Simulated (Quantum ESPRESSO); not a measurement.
# NaF (Villiaumite): zone-centre phonons, part 2 of 4

Aim: the zone-centre modes of NaF (Villiaumite).

Quantum ESPRESSO 7.5; DFT LDA, scalar-relativistic, plane waves, PseudoDojo norm-conserving pseudopotentials.

So far. Step 2 (A first look): A gap of 6.0 eV opens on this mesh, so the crystal is taken as an insulator; the start stands at -4.5 GPa. Step 4 (Self-consistent run for the response): The cell stands at -0.0070 GPa, close enough for phonons.

## (5) Zone-centre response

At q = 0 one unit cell holds all displacements; symmetry groups them into irreducible representations that are solved one by one. The response to a field gives ε∞ and the Born charges, which polar modes need.

ph.in reads:

```
phonons
&inputph
   prefix = 'x'
   outdir = './tmp'
   fildyn = 'g.dyn'
   tr2_ph = 1.0d-18
   epsil = .true.
/
0.000000000000 0.000000000000 0.000000000000
```

Run with:

```sh
OMP_NUM_THREADS=1 mpirun -n 4 ph.x -nk 4 -in ph.in > ph.out
```

Output:

```text
[banners, grids, parts of the stress and lines that vanish by symmetry left out]
[banner, memory and clock lines left out]
Program PHONON v.7.5

     ./tmp/x.save/

     IMPORTANT: XC functional enforced from input :
     Exchange-correlation= PW
                           (   1   4   0   0   0   0   0)
     Any further DFT definition will be discarded
     Please, verify this is what you really want

     G-vector sticks info

     Reading collected, re-writing distributed wavefunctions in ./tmp/

     Number and degeneracy of irreps per q-point
       N         xq(1)         xq(2)         xq(3)   N irreps
       1   0.000000000   0.000000000   0.000000000       2
        3   3

     Calculation of q =    0.0000000   0.0000000   0.0000000

     phonons

     bravais-lattice index     =            2
     lattice parameter (alat)  =       8.5078  a.u.
     unit-cell volume          =     153.9526 (a.u.)^3
     number of atoms/cell      =            2
     number of atomic types    =            2
     kinetic-energy cut-off    =      97.0000  Ry
     charge density cut-off    =     388.0000  Ry
     convergence threshold     =      1.0E-18
     beta                      =       0.7000
     number of iterations used =            4
     Exchange-correlation= PW
                           (   1   4   0   0   0   0   0)

     celldm(1)=    8.50777  celldm(2)=    0.00000  celldm(3)=    0.00000
     celldm(4)=    0.00000  celldm(5)=    0.00000  celldm(6)=    0.00000

     crystal axes: (cart. coord. in units of alat)
               a(1) = ( -0.5000  0.0000  0.5000 )
               a(2) = (  0.0000  0.5000  0.5000 )
               a(3) = ( -0.5000  0.5000  0.0000 )

     reciprocal axes: (cart. coord. in units 2 pi/alat)
               b(1) = ( -1.0000 -1.0000  1.0000 )
               b(2) = (  1.0000  1.0000  1.0000 )
               b(3) = ( -1.0000  1.0000 -1.0000 )

     Atoms inside the unit cell:

     Cartesian axes

     site n.  atom      mass           positions (alat units)
        1  Na     22.9898   tau(    1) = (    0.00000    0.00000    0.00000  )
        2  F      18.9984   tau(    2) = (   -0.50000    0.50000    0.50000  )

     Computing dynamical matrix for
                    q = (   0.0000000   0.0000000   0.0000000 )

     49 Sym.Ops. (with q -> -q+G )

     G cutoff =  711.3827  (  19795 G-vectors)     FFT grid: ( 40, 40, 40)
     number of k points=    29
                       cart. coord. in units 2pi/alat
        k(    1) = (   0.0000000   0.0000000   0.0000000), wk =   0.0039062
        k(    2) = (  -0.1250000   0.1250000  -0.1250000), wk =   0.0312500
        k(    3) = (  -0.2500000   0.2500000  -0.2500000), wk =   0.0312500
        [... further k-points left out ...]

     PseudoPot. # 1 for Na read from file:
     ./pseudo/Na.upf
     Pseudo is Norm-conserving, Zval =  9.0
     Using radial grid of 1968 points,  4 beta functions with:
                l(1) =   0
                l(2) =   0
                l(3) =   1
                l(4) =   1

     PseudoPot. # 2 for F  read from file:
     ./pseudo/F.upf
     Pseudo is Norm-conserving + core correction, Zval =  7.0
     Using radial grid of  824 points,  5 beta functions with:
                l(1) =   0
                l(2) =   0
                l(3) =   1
                l(4) =   1
                l(5) =   2

     Mode symmetry, O_h (m-3m)  point group:

     Electric field:
     Dielectric constant
     Born effective charges as d Force / d E

     Atomic displacements:
     There are    2 irreducible representations

     Representation     1      3 modes -  To be done

     Representation     2      3 modes -  To be done

     Alpha used in Ewald sum =   2.8000

     Electric Fields Calculation

      iter #   1   av.it.:   5.4
      thresh= 1.000E-02 alpha_mix =  0.700 |ddv_scf|^2 =  3.481E-09

      iter #   2   av.it.:  11.0
      thresh= 5.900E-06 alpha_mix =  0.700 |ddv_scf|^2 =  5.873E-11

      iter #   3   av.it.:  11.0
      thresh= 7.664E-07 alpha_mix =  0.700 |ddv_scf|^2 =  3.257E-12

      iter #   4   av.it.:  11.0
      thresh= 1.805E-07 alpha_mix =  0.700 |ddv_scf|^2 =  5.103E-14

      iter #   5   av.it.:  10.9
      thresh= 2.259E-08 alpha_mix =  0.700 |ddv_scf|^2 =  7.203E-17

      iter #   6   av.it.:  11.4
      thresh= 8.487E-10 alpha_mix =  0.700 |ddv_scf|^2 =  1.659E-18

      iter #   7   av.it.:  11.2
      thresh= 1.288E-10 alpha_mix =  0.700 |ddv_scf|^2 =  1.150E-20

     End of electric fields calculation

          Dielectric constant in cartesian axis

          (       1.930666886       0.000000000       0.000000000 )
          (       0.000000000       1.930666886      -0.000000000 )
          (       0.000000000      -0.000000000       1.930666886 )

          Effective charges (d Force / dE) in cartesian axis without acoustic sum rule applied (asr)

           atom    1  Na    Mean Z*:        0.99905
      Ex  (        0.99905        0.00000        0.00000 )
      Ey  (       -0.00000        0.99905       -0.00000 )
      Ez  (        0.00000       -0.00000        0.99905 )
           atom    2  F     Mean Z*:       -0.99842
      Ex  (       -0.99842        0.00000        0.00000 )
      Ey  (        0.00000       -0.99842       -0.00000 )
      Ez  (        0.00000       -0.00000       -0.99842 )

          Effective charges Sum: Mean:        0.00063
              0.00063        0.00000        0.00000
              0.00000        0.00063       -0.00000
              0.00000       -0.00000        0.00063

          Effective charges (d Force / dE) in cartesian axis with asr applied:
           atom    1  Na    Mean Z*:        0.99874
      E*x (        0.99874       -0.00000        0.00000 )
      E*y (       -0.00000        0.99874        0.00000 )
      E*z (       -0.00000       -0.00000        0.99874 )
           atom    2  F     Mean Z*:       -0.99874
      E*x (       -0.99874        0.00000       -0.00000 )
      E*y (        0.00000       -0.99874        0.00000 )
      E*z (        0.00000        0.00000       -0.99874 )

     Representation #   1 modes #   1   2   3

     Self-consistent Calculation

      iter #   1   av.it.:   6.7
      thresh= 1.000E-02 alpha_mix =  0.700 |ddv_scf|^2 =  1.183E-06

      iter #   2   av.it.:  10.9
      thresh= 1.088E-04 alpha_mix =  0.700 |ddv_scf|^2 =  1.443E-09

      iter #   3   av.it.:  11.6
      thresh= 3.798E-06 alpha_mix =  0.700 |ddv_scf|^2 =  5.614E-11

      iter #   4   av.it.:  11.6
      thresh= 7.493E-07 alpha_mix =  0.700 |ddv_scf|^2 =  6.957E-13

      iter #   5   av.it.:  11.4
      thresh= 8.341E-08 alpha_mix =  0.700 |ddv_scf|^2 =  6.526E-16

      iter #   6   av.it.:  11.6
      thresh= 2.555E-09 alpha_mix =  0.700 |ddv_scf|^2 =  3.411E-17

      iter #   7   av.it.:  11.4
      thresh= 5.841E-10 alpha_mix =  0.700 |ddv_scf|^2 =  1.535E-19

     End of self-consistent calculation

     Convergence has been achieved

     Representation #   2 modes #   4   5   6

     Self-consistent Calculation

      iter #   1   av.it.:   7.0
      thresh= 1.000E-02 alpha_mix =  0.700 |ddv_scf|^2 =  2.125E-06

      iter #   2   av.it.:  11.0
      thresh= 1.458E-04 alpha_mix =  0.700 |ddv_scf|^2 =  8.253E-09

      iter #   3   av.it.:  11.3
      thresh= 9.085E-06 alpha_mix =  0.700 |ddv_scf|^2 =  3.308E-11

      iter #   4   av.it.:  11.5
      thresh= 5.751E-07 alpha_mix =  0.700 |ddv_scf|^2 =  1.285E-12

      iter #   5   av.it.:  11.5
      thresh= 1.134E-07 alpha_mix =  0.700 |ddv_scf|^2 =  6.417E-15

      iter #   6   av.it.:  11.6
      thresh= 8.011E-09 alpha_mix =  0.700 |ddv_scf|^2 =  8.903E-18

      iter #   7   av.it.:  11.5
      thresh= 2.984E-10 alpha_mix =  0.700 |ddv_scf|^2 =  4.812E-19

     End of self-consistent calculation

     Convergence has been achieved

     Number of q in the star =    1
     List of q in the star:
          1   0.000000000   0.000000000   0.000000000

          Dielectric constant in cartesian axis

          (       1.930666886       0.000000000       0.000000000 )
          (       0.000000000       1.930666886      -0.000000000 )
          (       0.000000000      -0.000000000       1.930666886 )

          Effective charges (d Force / dE) in cartesian axis without acoustic sum rule applied (asr)

           atom    1  Na    Mean Z*:        0.99905
      Ex  (        0.99905        0.00000        0.00000 )
      Ey  (       -0.00000        0.99905       -0.00000 )
      Ez  (        0.00000       -0.00000        0.99905 )
           atom    2  F     Mean Z*:       -0.99842
      Ex  (       -0.99842        0.00000        0.00000 )
      Ey  (        0.00000       -0.99842       -0.00000 )
      Ez  (        0.00000       -0.00000       -0.99842 )

          Effective charges Sum: Mean:        0.00063
              0.00063        0.00000        0.00000
              0.00000        0.00063       -0.00000
              0.00000       -0.00000        0.00063

          Effective charges (d Force / dE) in cartesian axis with asr applied:
           atom    1  Na    Mean Z*:        0.99874
      E*x (        0.99874       -0.00000        0.00000 )
      E*y (       -0.00000        0.99874        0.00000 )
      E*z (       -0.00000       -0.00000        0.99874 )
           atom    2  F     Mean Z*:       -0.99874
      E*x (       -0.99874        0.00000       -0.00000 )
      E*y (        0.00000       -0.99874        0.00000 )
      E*z (        0.00000        0.00000       -0.99874 )

     Diagonalizing the dynamical matrix

     q = (    0.000000000   0.000000000   0.000000000 )

 **************************************************************************
     freq (    1) =       0.104483 [THz] =       3.485173 [cm-1]
     freq (    2) =       0.104483 [THz] =       3.485173 [cm-1]
     freq (    3) =       0.104483 [THz] =       3.485173 [cm-1]
     freq (    4) =       8.276567 [THz] =     276.076555 [cm-1]
     freq (    5) =       8.276567 [THz] =     276.076555 [cm-1]
     freq (    6) =       8.276567 [THz] =     276.076555 [cm-1]
 **************************************************************************

     Mode symmetry, O_h (m-3m)  point group:

     freq (   1-   3) =          3.5  [cm-1]   --> T_1u G_15  G_4- I
     freq (   4-   6) =        276.1  [cm-1]   --> T_1u G_15  G_4- I
```

Run time: 66 s. Hardware: 4 MPI ranks of Arm Neoverse V1, shared host; 4.4 min of CPU time.

Read from the output:

* miss of the charge sum rule: 6.30e-4 e
* largest acoustic frequency at the zone centre before the sum rule: 3.49 cm⁻¹
* highest optical zone-centre mode (no LO-TO term): 276.1 cm⁻¹
* lowest optical zone-centre mode: 276.1 cm⁻¹
* mean high-frequency dielectric constant: 1.931
* largest Born charge in size (third of the trace): 0.999 e

Born charge (rows field, columns displacement), before the sum rule (e), principal values of the symmetric part by kind of site:

```csv
atom,atoms with these values,low,middle,high,mean
Na1,1,0.9990,0.9990,0.9990,0.9990
F2,1,-0.9984,-0.9984,-0.9984,-0.9984
```

In full for Na1:

```
0.9990 0.0000 0.0000
0.0000 0.9990 0.0000
0.0000 0.0000 0.9990
```

High-frequency dielectric tensor:

```
1.93 0.00 0.00
0.00 1.93 0.00
0.00 0.00 1.93
```

The acoustic modes at Γ come out as far as 3.5 cm⁻¹ from zero, where they should vanish, a small numerical error; the Born charges miss their sum rule by 6.3e-4 e, which is good.

## (6) Modes with the sum rule

A rigid shift of the crystal must cost nothing, but grids and finite bases break this; the acoustic sum rule is imposed before the matrix is diagonalised again. With Born charges the intensities follow, and the static dielectric tensor.

dynmat.in reads:

```
&input
   fildyn = 'g.dyn'
   asr = 'simple'
   fileig = 'dynmat.eig'
   lperm = .true.
/
```

Run with:

```sh
dynmat.x -in dynmat.in > dynmat.out
```

Output:

```text
[banner, memory and clock lines left out]
Program DYNMAT v.7.5

     Reading Dynamical Matrix from file g.dyn
     ...Force constants read
     ...epsilon and Z* read
     A direction for q was not specified:TO-LO splitting will be absent

     Polarizability (A^3 units)
     multiply by 0.763229 for Clausius-Mossotti correction
         1.689564    0.000000    0.000000
         0.000000    1.689564   -0.000000
         0.000000   -0.000000    1.689564

     IR activities are in (D/A)^2/amu units

# mode   [cm-1]    [THz]      IR
    1     -0.00   -0.0000    0.0000
    2     -0.00   -0.0000    0.0000
    3     -0.00   -0.0000    0.0000
    4    276.06    8.2761    2.2123
    5    276.06    8.2761    2.2123
    6    276.06    8.2761    2.2123

Electronic dielectric permittivity tensor (relative, adimensional)
         1.930667    0.000000    0.000000
         0.000000    1.930667   -0.000000
         0.000000   -0.000000    1.930667

 ... with zone-center polar mode contributions
         4.644616    0.000000    0.000000
         0.000000    4.644616    0.000000
         0.000000    0.000000    4.644616
```

Wall time 0.44 s (1 thread).

Read from the output:

* mean static dielectric constant: 4.645

Unit eigenvectors of the mass-weighted matrix after the sum rule; no LO-TO term. Modes at Γ, with each element's share of the kinetic energy:

```csv
mode,frequency (cm⁻¹),symmetry,Na %,F %
1,0.0,acoustic,55,45
2,0.0,acoustic,55,45
3,0.0,acoustic,55,45
4,276.1,T1u,45,55
5,276.1,T1u,45,55
6,276.1,T1u,45,55
```

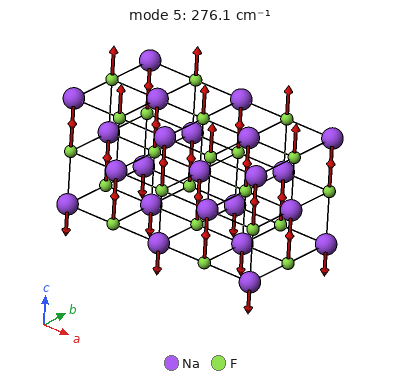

Displacement patterns of mode 5 at Γ; arrows are exaggerated. 2×1×1 conventional cells are drawn. Some periodic images of atoms are drawn too.

Degenerate modes summed, no LO-TO term. Infrared lines, with heights relative to the strongest:

```csv
position (cm⁻¹),lines merged,label,"IR intensity, relative"
276,3,T1u,100
```

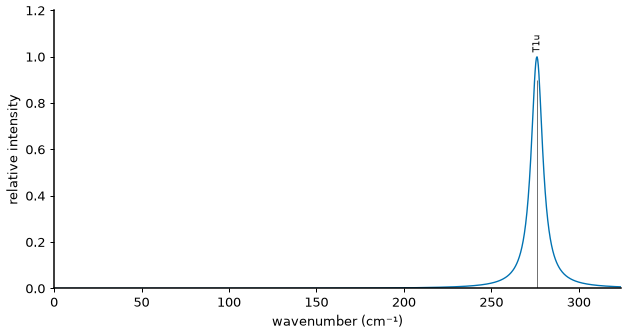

The infrared spectrum, broadened with Lorentzians of width 8 cm⁻¹; bars mark the lines.

Static dielectric tensor (ions relaxed, fixed cell):

```
4.64 0.00 0.00
0.00 4.64 0.00
0.00 0.00 4.64
```

The rule moves no optical mode by more than 0.1 cm⁻¹.

## (7) Modes along a direction of q (1 0 0)

A longitudinal polar mode sets up a macroscopic field that stiffens it; the term hangs on the direction from which q goes to zero.

dynmat.in reads:

```
&input
   fildyn = 'g.dyn'
   asr = 'simple'
   fileig = 'dynmat.eig'
   q(1) = 1.0
   q(2) = 0.0
   q(3) = 0.0
/
```

Run with:

```sh
dynmat.x -in dynmat.in > dynmat.out
```

Output:

```text
[banner, memory and clock lines left out]
Program DYNMAT v.7.5

     Reading Dynamical Matrix from file g.dyn
     ...Force constants read
     ...epsilon and Z* read

     Polarizability (A^3 units)
     multiply by 0.763229 for Clausius-Mossotti correction
         1.689564    0.000000    0.000000
         0.000000    1.689564   -0.000000
         0.000000   -0.000000    1.689564

     IR activities are in (D/A)^2/amu units

# mode   [cm-1]    [THz]      IR
    1     -0.00   -0.0000    0.0000
    2     -0.00   -0.0000    0.0000
    3      0.00    0.0000    0.0000
    4    276.06    8.2761    2.2123
    5    276.06    8.2761    2.2123
    6    428.18   12.8365    2.2123
```

The job ended after 0.44 s (1 thread).

Read from the output:

| Quantity | Value |
| --- | --- |
| highest mode moved by the LO-TO term | 428.2 cm⁻¹ |

Zone-centre frequencies as printed; negative means imaginary. Modes:

```csv
mode,frequency (cm⁻¹)
1,0
2,0
3,0
4,276.1
5,276.1
6,428.2
```

The field moves one mode, from 276 to 428 cm⁻¹; the others stay.

## (8) Ground state, volume × 0.94

Bonds stiffen under compression, so frequencies follow the volume; the atoms are not relaxed anew.

scf.in reads:

```
&control
   calculation = 'scf'
   prefix = 'x'
   outdir = './tmp'
   pseudo_dir = './pseudo'
   tprnfor = .true.
   tstress = .true.
/
&system
   ibrav = 2
   celldm(1) = 8.33409163
   nat = 2
   ntyp = 2
   ecutwfc = 97.0
   occupations = 'fixed'
   nbnd = 10
/
&electrons
   conv_thr = 1.0d-12
   mixing_beta = 0.7
   electron_maxstep = 100
/
ATOMIC_SPECIES
 Na     22.9898  Na.upf
 F      18.9984  F.upf
ATOMIC_POSITIONS crystal
 Na     0.000000000   0.000000000   0.000000000
 F      0.500000000   0.500000000   0.500000000
K_POINTS automatic
 8 8 8 0 0 0
```

Run with:

```sh
OMP_NUM_THREADS=1 mpirun -n 4 pw.x -nk 4 -in scf.in > scf.out
```

Output:

```text
[banners, grids, parts of the stress and lines that vanish by symmetry left out]
[banner, memory and clock lines left out]
Program PWSCF v.7.5

[...]
kinetic-energy cutoff     =      97.0000  Ry
     charge density cutoff     =     388.0000  Ry
     scf convergence threshold =      1.0E-12
[...]
Exchange-correlation= SLA  PW   NOGX NOGC
                           (   1   4   0   0   0   0   0)
[...]
48 Sym. Ops., with inversion, found
[...]
number of k points=    29
[...]
End of self-consistent calculation
[...]
highest occupied, lowest unoccupied level (ev):     1.6926    8.5565
!    total energy              =    -140.61582960 Ry
[...]
convergence has been achieved in  10 iterations
[...]
atom    1 type  1   force =     0.00000000    0.00000000    0.00000000
     atom    2 type  2   force =    -0.00000000    0.00000000   -0.00000000
     Total force =     0.000000     Total SCF correction =     0.000000
[...]
total   stress  (Ry/bohr**3)                   (kbar)     P=       43.81
[...]
XML data file, charge density, pseudopotentials, collected wavefunctions
```

The job ended after 3.9 s (4 MPI ranks; 15 s of CPU time).

Read from the output:

* volume per atom: 10.72 Å³
* pressure: 4.381 GPa
* gap on the k-mesh: 6.864 eV

(Continued in part 3 of 4.)

[Host names and launcher messages were left out of these logs when they were recorded.]

[Logs are printed without paths, hosts, clocks, repeated set-up lines and the standing remarks that a program may print on its own settings, such as how far it seeks lower states.]

[Hosts, paths, dates, database ids (printed as entryN), source tags and the programs' standing remarks are cut or masked in the printed files.]
